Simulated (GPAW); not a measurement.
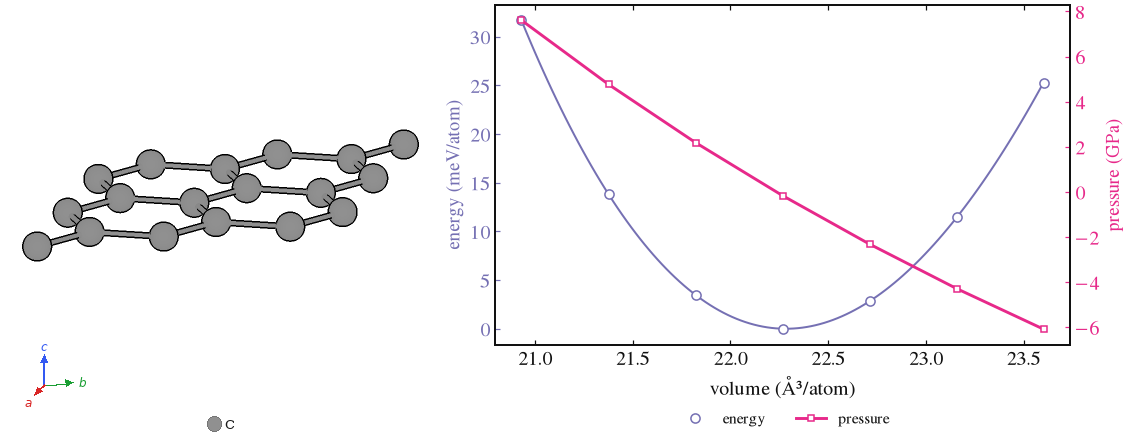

Method: PAW DFT in plane waves, on a grid or in atomic orbitals, no spin polarisation; energies at scaled volumes of the given cell, shape and fractions fixed, counted from the fit's minimum, third-order Birch-Murnaghan fit (GPAW 26.7.0). Level: r2SCAN.

- k mesh: 12×12×3
- occupations: Fermi–Dirac
- smearing width: 0.05 eV
- potentials: GPAW PAW data sets (gpaw data 1.2.1)
- wave cutoff: 800 eV
- program settings: basis pw

Cell as given: a = 2.456 Å, b = 2.456 Å, c = 8.524 Å, α = 90.00°, β = 90.00°, γ = 120.00°; 2 atoms.

Figure. Energy and pressure against volume for C, space group P6/mmm (No. 191). The slab (repeated in the plane, vacuum cut away) is drawn beside the plot.

A third-order Birch–Murnaghan fit gives V0 = 22.28 Å³/atom, B0 = 113 GPa and B′ = 3.4. The energy is 31.69 meV/atom at volume 20.93 Å³/atom and 25.29 meV/atom at 23.60 Å³/atom; the lowest computed point is at volume 22.27 Å³/atom (−0.04 meV/atom). The pressure falls from 7.61 GPa at volume 20.93 Å³/atom to −6.08 GPa at 23.60 Å³/atom, and changes sign near 22.24 Å³/atom.

Caveats: shape and atomic fractions are frozen while scaling, which makes layered, chain and framework solids too stiff.
